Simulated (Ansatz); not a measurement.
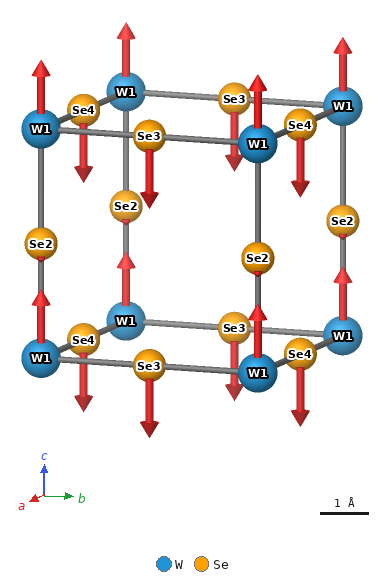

The lowest optical mode of a crystal of WSe$_{3}$ (a generated structure), space group Pm-3m (No. 221), at the zone centre. Displacements are drawn as red arrows; their common scale and sign are arbitrary. The picture is a ball-and-stick view of the cell of the calculation, seen slightly off an axis.

Level of theory: DFT PBE, scalar-relativistic, plane waves, PAW (Ansatz).

Input
```yaml
crystal:
  lattice:
    - [4.9476323421, 0.0, 0.0]
    - [0.0, 4.9476323421, 0.0]
    - [0.0, 0.0, 4.9476323421]
  atoms:
    - { symbol: W, position: [0.0, 0.0, 0.0] }
    - { symbol: Se, position: [0.0, 0.0, 0.5] }
    - { symbol: Se, position: [0.0, 0.5, 0.0] }
    - { symbol: Se, position: [0.5, 0.0, 0.0] }
basis:
  ecutwfc: 420
kpoints:
  mp_grid: { grid: [8, 8, 8] }
hamiltonian:
  xc: pbe
scf:
  occupations: { method: fermi_dirac, width: 0.15 }
output:
  eigenvalues: true
phonons:
  method: dfpt
  eigenvectors: true
  qmesh: [2, 2, 2]
  temperatures: { t_max: 1000, t_step: 100 }
  qpath:
    path:
      - [[0.0, 0.0, 0.0], [0.0, 0.5, 0.0], [0.5, 0.5, 0.0], [0.0, 0.0, 0.0], [0.5, 0.5, 0.5], [0.0, 0.5, 0.0]]
      - [[0.5, 0.5, 0.5], [0.5, 0.5, 0.0]]
    npoints: 8
```

Run as
```bash
ansatz run input.yaml --threads 4 --pin off --max-ram 12288MiB --backend cpu --events-out ev --progress --plain --runs-dir out
```

The frequencies depend somewhat on the k-mesh and the smearing.

### Is the structure stable against all modes at this point?

No. This is the T₁u mode (triply degenerate; one member of the set is drawn) at 1.75i THz, the lowest optical level, infrared-active by symmetry. All motion is along c; the kinetic energy is shared as Se 51 %, W 49 %. The crystal is a metal, so free carriers screen the infrared response. The frequency is imaginary, so the structure is unstable against this distortion. Freezing in the drawn pattern lowers the space group from Pm-3m to P4mm (No. 99).
